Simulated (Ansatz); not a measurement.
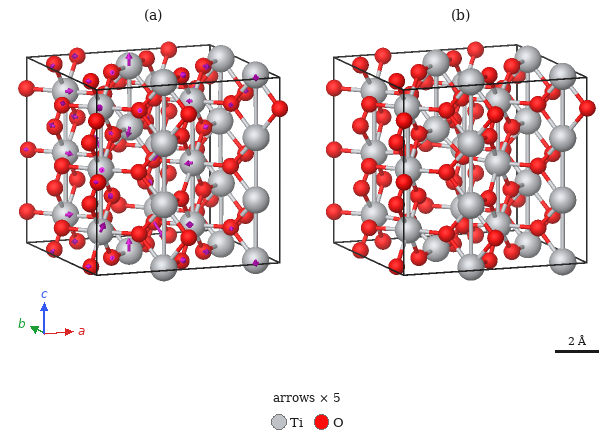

The structure of a defect cell of composition Ti$_{23}$O$_{48}$ (cell charge −4) before (left) and after (right) a relaxation, at one scale. The purple arrows give the displacements, 5 times their true length.

The picture is a ball-and-stick view of the cell of the calculation (origin shifted), seen slightly off an axis.

These are results of DFT, PBEsol, PAW, plane waves in Ansatz, not measurements. (plane-wave cutoff 420 eV; k-point mesh 1 × 1 × 1; mesh shifted by (0.25, 0.25, 0.25); no spin polarisation; atoms relaxed in a fixed cell; force threshold 0.03 eV/Å; at most 80 steps)

Question: Summarise the run.

Answer: The largest move is that of an O atom, 0.24 Å along [1 −1 2]. Largest moves by element: O 0.24 Å, Ti 0.13 Å. The cell stays as it was. Among the contacts that change: Ti–Ti 2.911 → 3.148 Å, O–Ti 2.022 → 1.798 Å, O–Ti 1.996 → 1.797 Å, O–Ti 2.006 → 1.821 Å. Among the angles between lasting bonds that change: Ti–O–Ti 128.8° → 145.0°, Ti–O–Ti 129.5° → 144.9°, Ti–O–Ti 131.6° → 144.8°. The energy falls by 5.049 eV per cell of the calculation in 8 geometry steps. Largest force component: 5.4 eV/Å at the start, 0.0062 eV/Å at the end. Cost: 6.8 s on 1 × NVIDIA GB200 with 8 threads of Arm Neoverse-V2, peak memory 1.9 GiB.

Limits of the set-up: the cell is charged, on a uniform background, and energies carry no finite-size correction.
